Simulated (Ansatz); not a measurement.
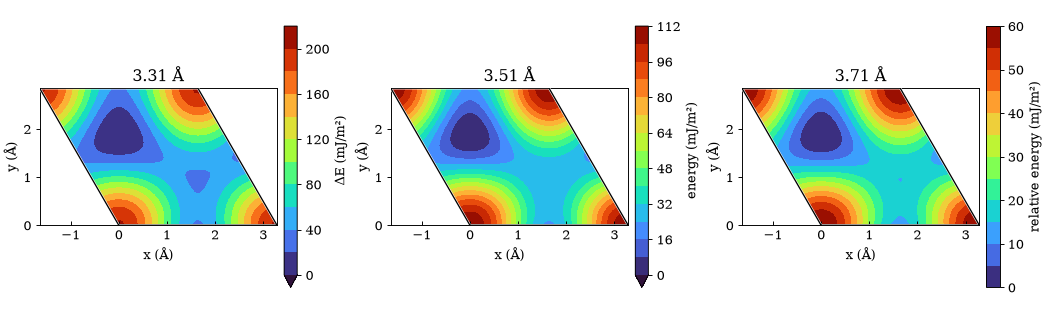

Three maps of one series, each from its own lowest grid point and on its own colour scale; the layer distance changes from map to map. A bilayer of two WSe₂ sheets (1H type), the upper one turned by 180 degrees about the normal (6 atoms in the cell). The upper layer of a bilayer is slid over the lower one; relaxed at each slide: nothing; the origin of the map has Se4 above Se3. Places are given modulo a cell vector. The map is drawn in real space over the plane of the slide. Grid: 6 × 6 points. Energies are in mJ/m², from the lowest grid point. At a held distance the lowest stacking need not be the one that binds best once the distance relaxes. Level of theory: Ansatz 0.2.0, DFT PBE+D3(BJ), scalar-relativistic, plane waves, PAW. Settings: cutoff 420 eV, k-mesh 9×9×1, gaussian smearing 0.05 eV, no spin polarisation.

In the figure: filled contours, the outline of one cell of the plane. Between grid points the surface is interpolated.

The span runs from the lowest to the highest grid point.

| layer distance | lowest grid point | span (mJ/m²) |
| --- | --- | --- |
| 3.31 Å | Se above W of a deeper plane, the W behind them above Se | 202 |
| 3.51 Å | Se above W of a deeper plane, the W behind them above Se | 110 |
| 3.71 Å | Se above W of a deeper plane, the W behind them above Se | 59 |

One more map of the series was computed, for the layer distance 3.56 Å. What do you expect for it?

A straight line of ln(span) against the layer distance through the 3 maps has the slope −3.1 per Å (a decay length of 0.33 Å) and gives 94.2 mJ/m² at 3.56 Å. The computed span is 94.7 mJ/m², above the fit by 1 %. The lowest grid point is Se above W of a deeper plane, the W behind them above Se, as for 3.31 Å, 3.51 Å and 3.71 Å.

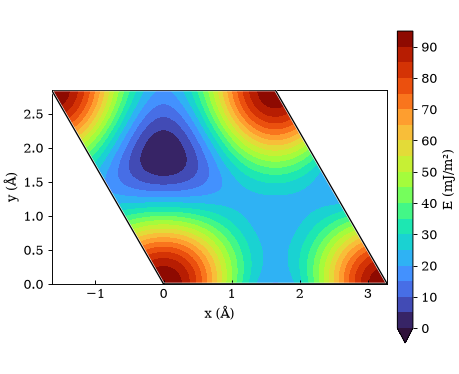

The map for 3.56 Å.

PAW datasets: the set soft_1.
